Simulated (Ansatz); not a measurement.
## Ni in space group Fm-3m: the states at the Fermi level

Input

```yaml
crystal:
  lattice:
    - [0.0, 1.761935, 1.761935]
    - [1.761935, 0.0, 1.761935]
    - [1.761935, 1.761935, 0.0]
  atoms:
    - { symbol: Ni, position: [0.0, 0.0, 0.0], spin: 2.0 }
basis:
  ecutwfc: 420
kpoints:
  mp_grid: { grid: [20, 20, 20] }
hamiltonian:
  xc: pbe
scf:
  occupations: { method: gaussian, width: 0.05 }
output:
  forces: true
  eigenvalues: true
  eigenstates:
    nscf_kmesh: { grid: [34, 34, 34] }
    top_band: c6
    de_dk: true
    localisation: false
  stress: true
  populations: true
checkpoint:
  write: ck
  compress: false
  write_wavefunctions: false
  write_every: 100000
magnetization:
  spin_polarized: true
```

Launched as:

```sh
ansatz run input.yaml --threads 2 --pin off --max-ram 5120MiB --backend cpu --events-out ev --progress --plain --runs-dir out
```

These are results of DFT PBE, scalar-relativistic, plane waves, PAW; levels and slopes on a dense k mesh at the converged density in Ansatz, not measurements. Collinear spin polarisation. Mesh 34×34×34, interpolated with the band slopes. Cell and positions as given, without relaxation.

## 1. The sheets

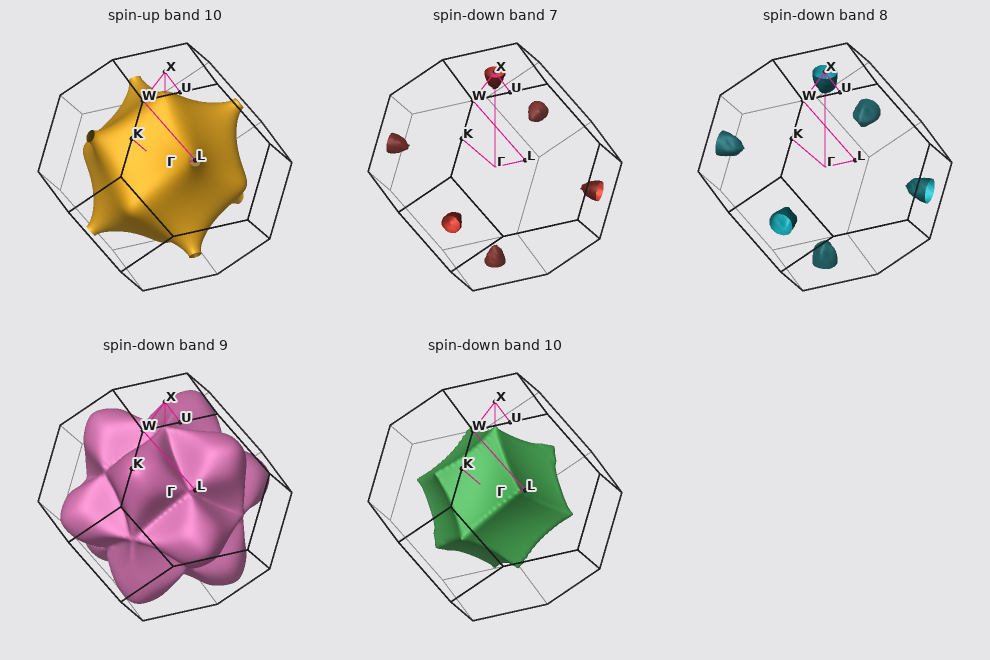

Fermi surface of this crystal. Each panel holds one band. The brighter face of a sheet looks towards empty states.

Q: What does each sheet look like, and where are the electron and hole pockets?

A: Five bands cross the Fermi level; this is a three-dimensional metal.

Spin-up band 10: a sheet that is open in all directions, neither an electron nor a hole pocket (the band is filled at Γ and L and empty at X).
Spin-down band 7: three hole pockets centred at X (each 0.14 % of the zone).
Spin-down band 8: three hole pockets centred at X (each 0.27 % of the zone).
Spin-down band 9: one electron pocket centred at Γ (51 % of the zone).
Spin-down band 10: one electron pocket centred at Γ (18 % of the zone).
A pocket cut by a face of the zone is counted once with the part on the opposite face.

Q: What does the calculation give for N(E_F) and the Drude plasma frequency?

A: The density of states at the Fermi level is 1.6 states/eV per primitive cell. The intraband plasma frequency is 7.0 eV in all directions.

## 2. The two spins

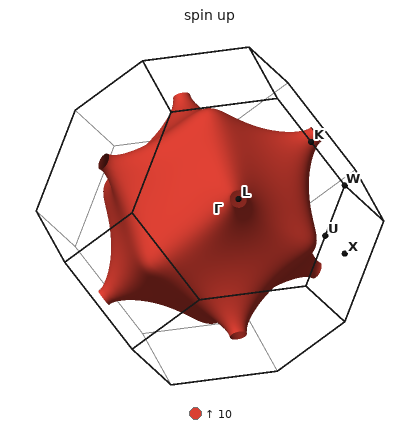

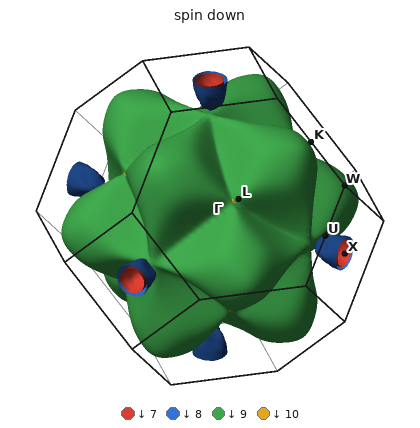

Spin-resolved Fermi surfaces of this crystal; the net moment is 0.6 μB per cell, and spin up is the majority channel.

Q: How do the two spin channels differ at the Fermi level?

A: Spin up has one and spin down four bands crossing, with 0.17 and 1.4 states/eV per cell, so (N↑ − N↓)/(N↑ + N↓) = −0.78.

## 3. Cuts and bands

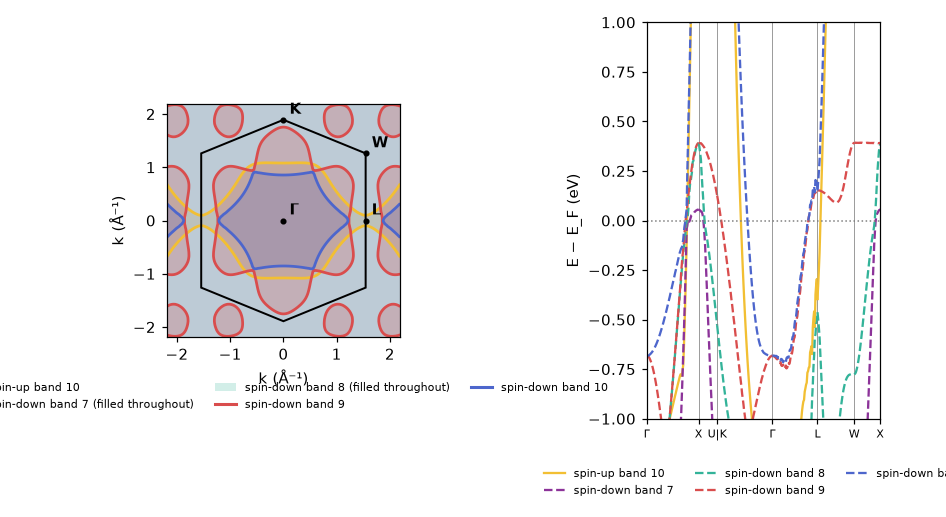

This crystal: cut through the Fermi surface in the plane through Γ, L and W, filled states shaded, and the bands that cross the Fermi level.

Q: For each band, read its level at the labelled points (eV from the Fermi level).

A:
| band | Γ | X | L |
| --- | --- | --- | --- |
| spin-up band 10 | below | above | −0.40 |
| spin-down band 7 | below | +0.06 | below |
| spin-down band 8 | below | +0.39 | −0.46 |
| spin-down band 9 | −0.68 | +0.39 | +0.15 |
| spin-down band 10 | −0.68 | above | +0.15 |

Negative values are filled states; "above" and "below" lie outside the plotted window.

## 4. Speeds

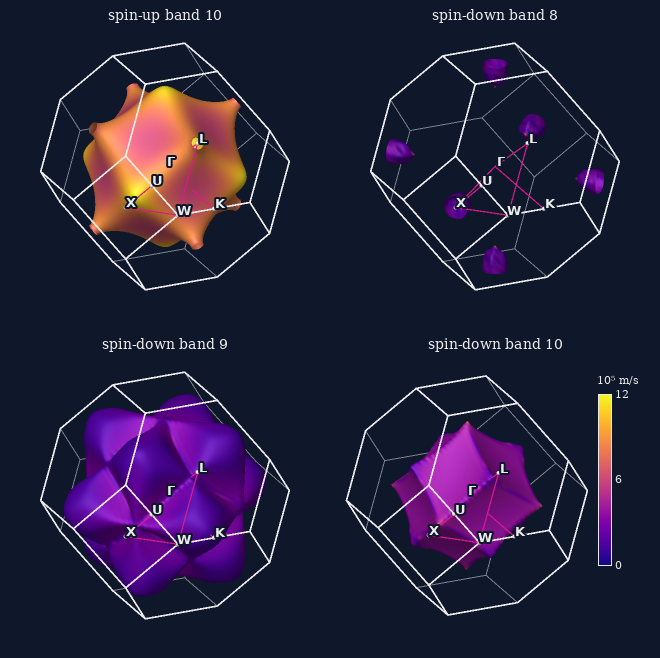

Fermi surface of this crystal (the four sheets of greatest area among five bands), coloured by the Fermi speed.

Q: Give the range and mean of the Fermi speed for each band.

A: Spin-up band 10: 6.1 to 11 × 10⁵ m/s over most of the sheet, 7.8 × 10⁵ m/s on average over states. Spin-down band 8: 1.7 to 3.8 × 10⁵ m/s over most of the sheet, 2.4 × 10⁵ m/s on average over states. Spin-down band 9: 1.6 to 3.4 × 10⁵ m/s over most of the sheet, 2.1 × 10⁵ m/s on average over states. Spin-down band 10: 2.9 to 4.5 × 10⁵ m/s over most of the sheet, 3.8 × 10⁵ m/s on average over states.

Q: Which of these bands adds most to the density of states at the Fermi level?

A: Spin-down band 9, with 1.0 of 1.6 states/eV per cell.

The run ends with a net moment of 0.6 μB a cell, the order reached from its starting moments, not necessarily the lowest. Necks and pockets thinner than about two mesh steps aren't resolved, so separate pockets may in truth be joined.

Cost: 6.2 s on 2 threads of Intel(R) Xeon(R) 6975P-C (Granite Rapids), with other jobs on the host, peak memory 0.44 GiB.
